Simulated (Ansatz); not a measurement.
## A series of single points on LiCl

System: LiCl (2 atoms in the cell).
Method: DFT PBE, scalar-relativistic, plane waves, PAW, no spin polarisation (Ansatz 0.2.0).

The 7 runs differ only in the geometry, by an even scaling of the cell at fixed fractional positions. The structure was made by a generator, so it may or may not be a known phase.

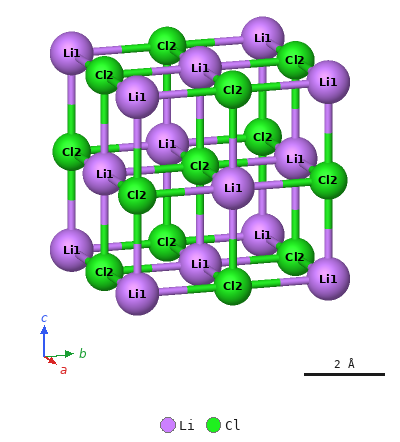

Figure 1. The structure of run 4 (ball-and-stick view of the cell 4 times as large as that of the calculation, set on its symmetry axes, seen slightly off an axis; atoms are numbered from 1 in the order of the input).

**Input of run 4**
```yaml
crystal:
  lattice:
    - [0.0, 2.5481257004, 2.5481257004]
    - [2.5481257004, 0.0, 2.5481257004]
    - [2.5481257004, 2.5481257004, 0.0]
  atoms:
    - { symbol: Li, position: [0.0, 0.0, 0.0] }
    - { symbol: Cl, position: [0.5, 0.5, 0.5] }
basis:
  ecutwfc: 420
kpoints:
  mp_grid: { grid: [8, 8, 8] }
hamiltonian:
  xc: pbe
scf:
  occupations: { method: gaussian, width: 0.02 }
output:
  forces: true
  stress: true
  eigenvalues: true
```

Command:
```bash
ansatz run input.yaml --threads 1 --pin off --max-ram 2560MiB --backend cpu --events-out ev --progress --plain --runs-dir out
```

Run 5 differs from it as follows:
```diff
-    - [0.0, 2.5481257004, 2.5481257004]
-    - [2.5481257004, 0.0, 2.5481257004]
-    - [2.5481257004, 2.5481257004, 0.0]
+    - [0.0, 2.5996168602, 2.5996168602]
+    - [2.5996168602, 0.0, 2.5996168602]
+    - [2.5996168602, 2.5996168602, 0.0]
```

**Results, with one run withheld**

| run | volume per atom (Å³) | free energy per atom, from the lowest run given (meV) | pressure (GPa) | gap on the mesh (eV) |
| --- | --- | --- | --- | --- |
| 1 | 15.010 | 29.47 | 5.42 | 6.85 |
| 2 | 15.521 | 14.92 | 3.73 | 6.82 |
| 3 | 16.033 | 5.35 | 2.30 | 6.63 |
| 4 | 16.545 | 0.00 | 1.08 | 6.44 |
| 5 | 17.568 | ? | ? | ? |
| 6 | 18.080 | 3.52 | −1.60 | 5.95 |
| 7 | 18.762 | 12.20 | −2.44 | 5.77 |

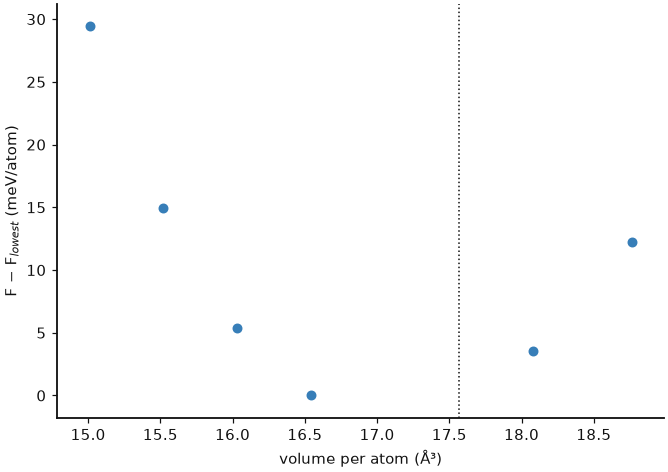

Figure 2. Free energy per atom of the runs given; the dotted line marks run 5.

Fit the runs given and predict run 5.

A cubic polynomial in V^(−2/3) (the Birch–Murnaghan form), fitted to the 6 runs given, misses them by at most 0.01 meV per atom. With x = V^(−2/3) − 0.15386 Å⁻², it reads F = −0.16453 + 1034 x + 1.6926e+05 x² + 1.7354e+05 x³ (meV per atom). At run 5 it gives −0.42 meV per atom, and the run itself gives −0.42. The slope of the fit gives a pressure −dF/dV of −0.85 GPa there, and the run prints −0.85 GPa. The fit has its minimum at 17.078 Å³ per atom, where V d²F/dV² gives 31.8 GPa: the bulk modulus at this level, since symmetry fixes the shape and the positions. The gap on the mesh goes, without turning, from 6.85 eV in run 1 to 5.77 eV in run 7; run 5 has 6.10 eV. These are gaps of this functional on this mesh, which can miss the band edges; they aren't the measured gap.

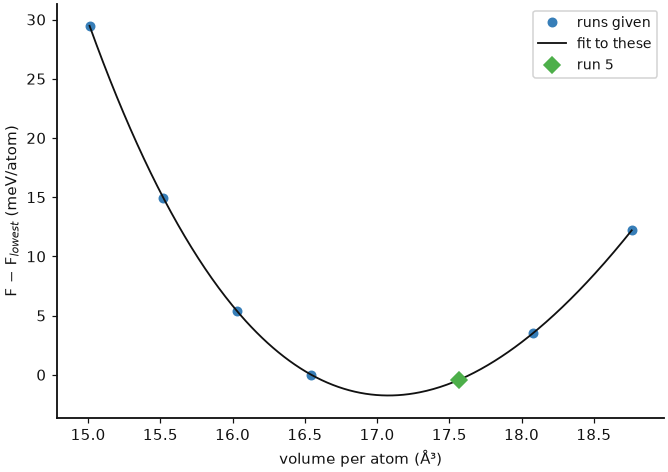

Figure 3. The fit and the withheld run.

**Output, shortened to warnings, some set-up lines, iterations and results (run 5)**
```
Basis set: ecut = 420 eV, 701 PW (Γ), exchange–correlation on 50×50×50 points (8 copies of the dense FFT grid, shifted against one another)
Symmetry: 48 space group operations
k-points: 29 of 512
Initial density: superposition of atomic densities (neutral atoms: chi_scale 0, normalization atom), corrected by the library's trained network
[...]
SCF iter   1: F=—  HF=-1287.831289 eV  |F-HF|=—  |Δ(HF+E_count)|=         —  Δρ=2.21e-4  dr2=1.57e-5  ethr=1.77e-3  ⟨swp⟩=7.0  Hψ=1864  notcnv=0
SCF iter   2: F=—  HF=-1287.831266 eV  |F-HF|=—  |Δ(HF+E_count)|=   2.32e-5  Δρ=2.58e-4  dr2=3.63e-5  ethr=1.57e-7  ⟨swp⟩=2.9  Hψ=731  notcnv=0
SCF iter   3: F=—  HF=-1287.831246 eV  |F-HF|=—  |Δ(HF+E_count)|=   2.01e-5  Δρ=1.02e-4  dr2=4.79e-6  ethr=1.57e-7  ⟨swp⟩=2.0  Hψ=363  notcnv=0
SCF iter   4: F=—  HF=-1287.831240 eV  |F-HF|=—  |Δ(HF+E_count)|=   5.68e-6  Δρ=5.71e-5  dr2=1.53e-6  ethr=4.79e-8  ⟨swp⟩=2.0  Hψ=377  notcnv=0
SCF iter   5: F=—  HF=-1287.831240 eV  |F-HF|=—  |Δ(HF+E_count)|=   4.73e-7  Δρ=2.19e-5  dr2=2.41e-7  ethr=1.53e-8  ⟨swp⟩=2.0  Hψ=349  notcnv=0
SCF iter   6: F=-1287.831240 eV  HF=-1287.831240 eV  |F-HF|=1.53e-8  |Δ(HF+E_count)|=   7.95e-8  Δρ=6.25e-6  dr2=2.09e-8  ethr=1.00e-9  ⟨swp⟩=4.0  Hψ=726  notcnv=0
SCF 1 converged in 6 iterations: F = -1287.831240 eV  dr2 = 2.09e-8
SCF converged after 6 iterations
Free energy (F): -1287.831240 eV
Harris-Foulkes:  -1287.831240 eV  (|F-HF|=1.53e-8)
Internal energy: -1287.831240 eV  (E = F + TS)
E sigma→0 (E₀):  -1287.831240 eV
Fermi energy:    4.415694 eV
--- Per-component energies (eV) ---
  E_band       = -106.155739
  E_kinetic    = 183.273170
  E_local      = -333.370634  (includes V_loc(G=0)·N_el)
  E_nonlocal   = -4.787845
  E_hartree    = 97.568157
  E_xc         = -118.484256
  E_vxc        = -136.672915  (∫ρ·V_xc dr)
  E_paw        = -680.405104  (= ΣΔE_a)
  E_vpaw       = -9.732002  (= ΣTr[D̂ρ^β])
  E_aug_tail   = 0.000104  (compensation charges beyond the density's cutoff)
  E_ewald      = -431.624831
  E_smearing   = -0.000000  (= −TS)
  E_closure    = -0.000000  (closes the sum)
  Σ components = -1287.831240   (vs F -1287.831240, Δ=0.00e0)
--- Forces (eV/Å), atoms counted from 1 ---
  atom   1  Li    -0.00000000     0.00000000     0.00000000
  atom   2  Cl     0.00000000    -0.00000000    -0.00000000
  max |Σ_I F_I| component: 4.48e-30 eV/Å
--- Stress (GPa, compression-positive) ---
       -0.846617       0.000000       0.000000
        0.000000      -0.846617       0.000000
       -0.000000      -0.000000      -0.846617
  P = ⅓ Tr σ = -0.8466 GPa (-8.466 kbar)
```
